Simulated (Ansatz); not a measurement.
## Geometry relaxation of Ti3O4 (part 1 of 4)

System: Ti3O4 (7 atoms in the cell).
Method: DFT r2SCAN, scalar-relativistic, plane waves, PAW, spin-polarised (Ansatz 0.2.0).

The structure derives from a Materials Project entry. It belongs to a series of runs on one base structure; here: structure listed in a database for this formula (Cmmm, No. 65).

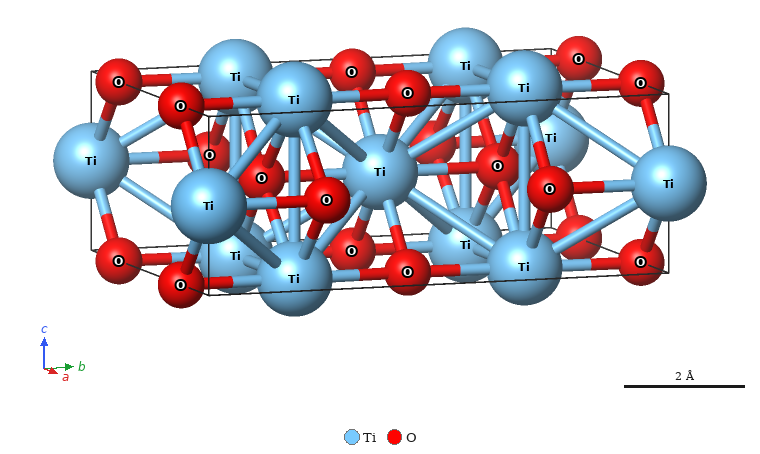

Fig. 1: The starting structure (ball-and-stick view of the cell 2 times as large as that of the calculation, set on its symmetry axes, seen slightly off an axis). Near neighbours in the crystal (not all of them lie inside the picture): Ti has 6 O at 2.04 to 2.09 Å and 10 Ti at 2.92 to 3.01 Å; Ti has 6 O at 2.04 to 2.10 Å and 8 Ti at 2.92 to 3.01 Å; O has 4 Ti at 2.04 Å; O has 5 Ti at 2.09 to 2.10 Å.

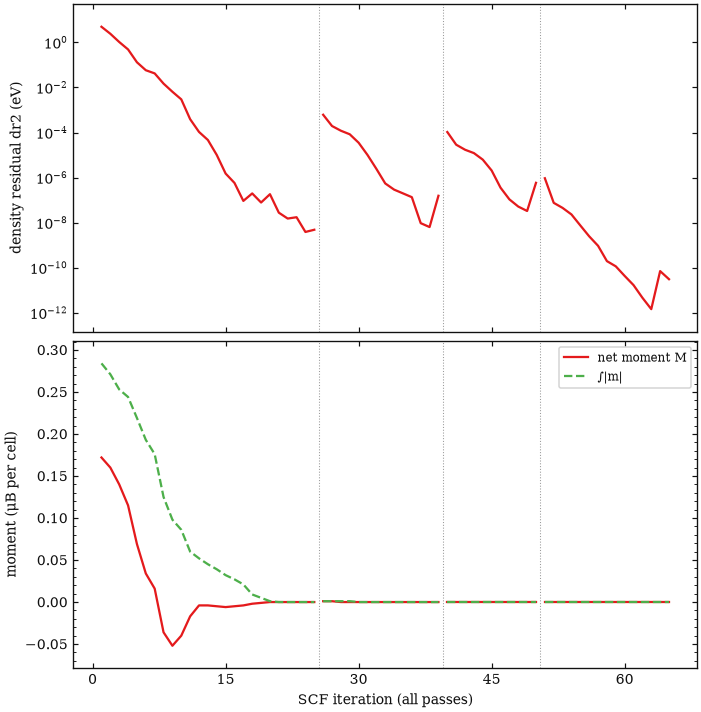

Fig. 2: Convergence of the self-consistent field: density residual dr2 and magnetic moment against the SCF iteration. The dotted lines part the SCF passes of the relaxation: geometry steps, rejected trials and re-solves on a re-selected basis. The passes take 25, 14, 11 and 15 iterations. The net moment goes from 0.2 to 0.0 μB per cell, and ∫|m| falls to zero.

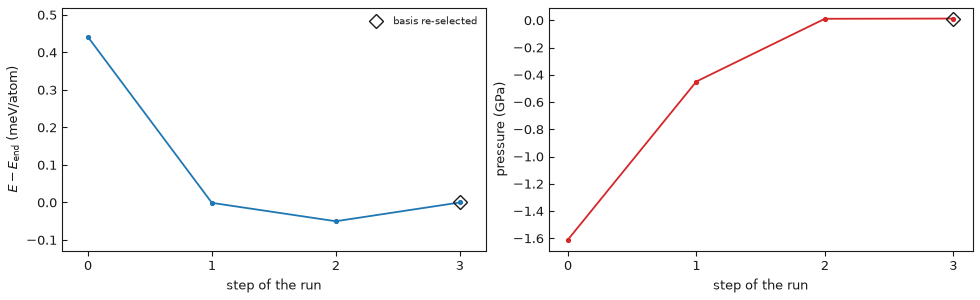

Fig. 3: Progress of the relaxation, step by step (the first geometry is step 0 here and step 1 in the log).

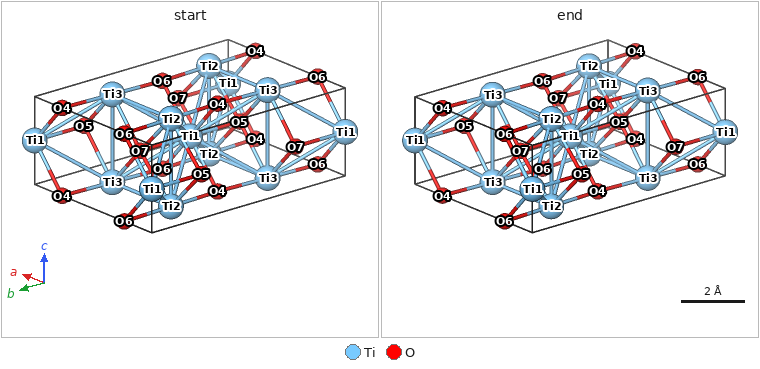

Fig. 4: Before (left) and after (right) the relaxation, at one scale (ball-and-stick view of the cell 2 times as large as that of the calculation, set on its symmetry axes, seen at an oblique angle). The atoms keep their places relative to the cell (all moves are under 0.005 Å). The volume changes by −0.6 %, with a 5.840 → 5.848 Å (+0.1 %), b 8.143 → 8.122 Å (−0.3 %), c 3.014 → 2.999 Å (−0.5 %). Among the contacts that change: Ti1–Ti1 3.014 → 2.999 Å, Ti1–Ti2 2.924 → 2.917 Å, Ti1–O4 2.038 → 2.033 Å, Ti2–O5 2.099 → 2.095 Å. The space group stays Cmmm (No. 65). The energy falls by 0.5 meV per atom in 2 geometry steps. The largest force component goes from 0.079 to 0.0016 eV/Å. Pressure: −1.61 GPa at the start and 0.01 GPa at the end. A last SCF at the same geometry on a re-selected plane-wave basis shifts the energy by +0.1 meV per atom. (Atoms are counted from 1 in the order of the input.)

The input and output of the run follow.

The input:
```yaml
crystal:
  lattice:
    - [2.9202380355, -4.0715797757, 0.0]
    - [2.9202380355, 4.0715797757, 0.0]
    - [0.0, 0.0, 3.01417371]
  atoms:
    - { symbol: Ti, position: [0.0, 0.0, 0.5], spin: -0.05 }
    - { symbol: Ti, position: [0.5, 0.0, 0.0], spin: 0.19 }
    - { symbol: Ti, position: [0.0, 0.5, 0.0], spin: 0.19 }
    - { symbol: O, position: [0.76500078, 0.76500078, 0.0] }
    - { symbol: O, position: [0.25713401, 0.74286599, 0.5], spin: 0.01 }
    - { symbol: O, position: [0.23499922, 0.23499922, 0.0] }
    - { symbol: O, position: [0.74286599, 0.25713401, 0.5], spin: 0.01 }
basis:
  ecutwfc: 500
kpoints:
  mp_grid: { grid: [8, 8, 12] }
hamiltonian:
  xc: r2scan
scf:
  occupations: { method: gaussian, width: 0.1 }
output:
  forces: true
  stress: true
  eigenvalues: true
  populations: true
magnetization:
  spin_polarized: true
relax:
  adjacent_minimum: "off"
  f_tol: 0.01
  max_steps: 80
  cell: { stress_tol: 0.05 }
```

Run as:
```bash
ansatz run input.yaml --threads 1 --pin off --max-ram 2560MiB --backend cpu --events-out ev --progress --plain --runs-dir out
```

Output:
```
Engine: ansatz 0.2.0, x86_64-unknown-linux-gnu
Pseudopotentials: kind: paw
Pseudopotential: Ti, paw, valence charge 12, recommended cutoff 500 eV (meta_gga), Ti.paw.azcp
Pseudopotential: O, paw, valence charge 6, recommended cutoff 500 eV (meta_gga), O.paw.azcp
Functional definition: r2SCAN
  parameter k0 = 0.174
  parameter k1 = 0.065
  parameter a1 = 4.9479
  exchange = r2scan_x(k0 = k0, k1 = k1, a1 = a1)
  correlation = r2scan_c
Crystal: 7 atoms, lattice volume = 71.677 Å³
Basis set: ecut = 500 eV, 1823 PW (Γ), exchange–correlation on 160×160×96 points (64 copies of the dense FFT grid, shifted against one another)
Bands: 38, of which v1, the nominal top of the filled ones, is band 30 counted from 1 (29 counted from 0)
Symmetry: 8 space group operations
Space group: Cmmm (ITA 65), of the structure as read, at distance tolerance 4.2e-5 Å
Magnetic group: BNS 65.481 (UNI 579), of the structure as read, at distance tolerance 4.2e-5 Å
k-points: 147 of 768
Non-local potential: Ti, projectors of the file, l = 0: 3, l = 1: 2, l = 2: 3, l = 3: 1
Non-local potential: O, projectors of the file, l = 0: 2, l = 1: 2, l = 2: 1
PAW form: soft (Blöchl's): semilocal exchange-correlation on the pseudo side does not see the compensation charge
PAW frozen core: Ti, regenerated for the run's functional (the file was generated under x = pbe(κ = 0.804, μ = 0.2195149727645171), c = pbe(β = 0.06672455060314922))
PAW frozen core: O, regenerated for the run's functional (the file was generated under x = pbe(κ = 0.804, μ = 0.2195149727645171), c = pbe(β = 0.06672455060314922))
PAW one-centre angular grid: Ti, 590 points (default); XC on 160 Gauss nodes
PAW one-centre angular grid: O, 302 points (default); XC on 160 Gauss nodes
Initial density: superposition of atomic densities (chi_scale 0.1, normalization cell, long waves kept (reshape's long-wave potential 0.05 eV rms))
Starting moments: Σ|m| = 0.45 μB on 5 of 7 sites
Initial wavefunctions: pseudopotential atomic-orbital guess
Functional: x = r2scan, c = r2scan; τ floored in thin density (d = 2e-4 eV/Å³)
```
